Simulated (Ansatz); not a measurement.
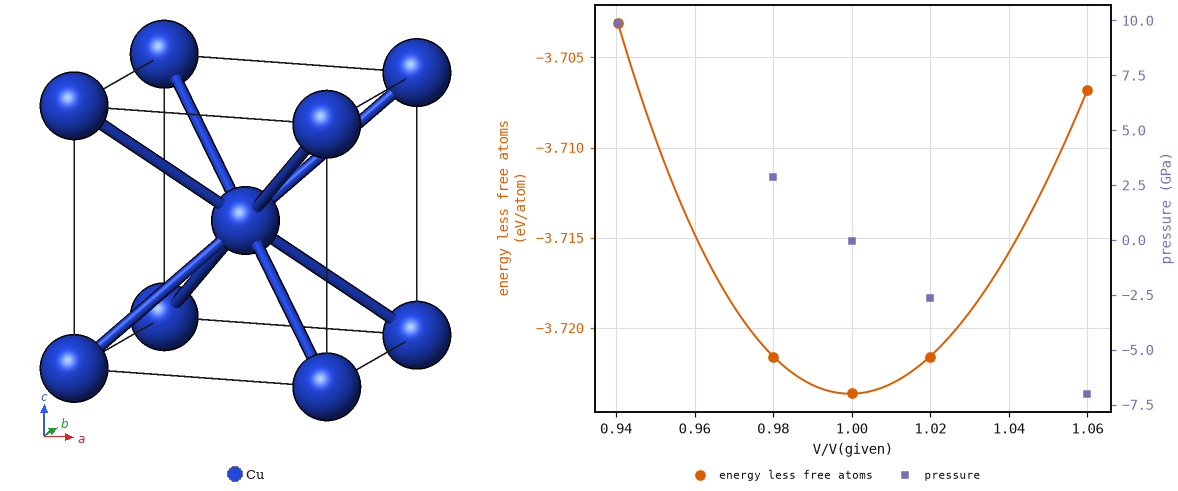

**Figure.** Energy less free atoms and pressure against V/V(given) for Cu, space group Im-3m (No. 229). The conventional cell is drawn beside the plot.

V(given) is 12.01 Å³/atom.

A third-order Birch–Murnaghan fit gives V0 = 12.00 Å³/atom, B0 = 139 GPa and B′ = 5.1. The energy less free atoms is −3.7031 eV/atom at V/V(given) 0.941 and −3.7068 eV/atom at 1.060; the lowest computed point is at V/V(given) 1.000 (−3.7236 eV/atom), and no other minimum shows among the points. The pressure falls from 9.9 GPa at V/V(given) 0.941 to −7.0 GPa at 1.060, and changes sign near 1.000.

How it was computed, with Ansatz 0.2.0: periodic Kohn-Sham DFT of a crystal at fixed atoms, scaled to the stated factor times the given cell; pressure positive in compression, energy less spherical unpolarised free atoms. Level: PBE.

| setting | value |
| --- | --- |
| method | all-electron LAPW |
| relativity | scalar |
| k mesh | 16×16×16 |
| occupations | Fermi–Dirac |
| smearing width | 0.08 eV |
| basis error target | 0.25 (meV/atom) |
| nucleus | Gaussian |

Cell as given: a = 2.499 Å, b = 2.499 Å, c = 2.499 Å, α = 109.47°, β = 109.47°, γ = 109.47°; 1 atom.
